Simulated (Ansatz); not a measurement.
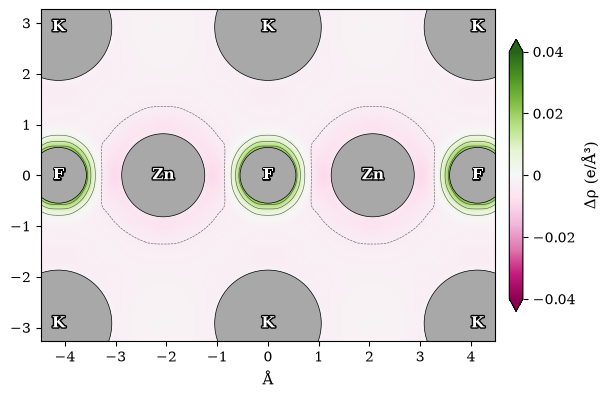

KZnF$_{3}$. Difference of the valence pseudo-densities of two functionals at the same geometry, on the (110) plane of the calculation cell: one of LDA and PBE less the other.

Both computed with Ansatz (plane waves, PAW), on the same k-point mesh. Grey discs cover the atomic cores.

Q: Which was subtracted from which, and what does the map show?

A: It is PBE less LDA. Against LDA, PBE gives less density around Zn (−0.007 e/Å³ on average at 1.0 Å from the nucleus), more density around F (+0.008 e/Å³ on average at 0.7 Å from the nucleus), less density in the space between the atoms (−0.002 e/Å³ on average) and a change of −0.009 e/Å³ at the midpoint of Zn–F.
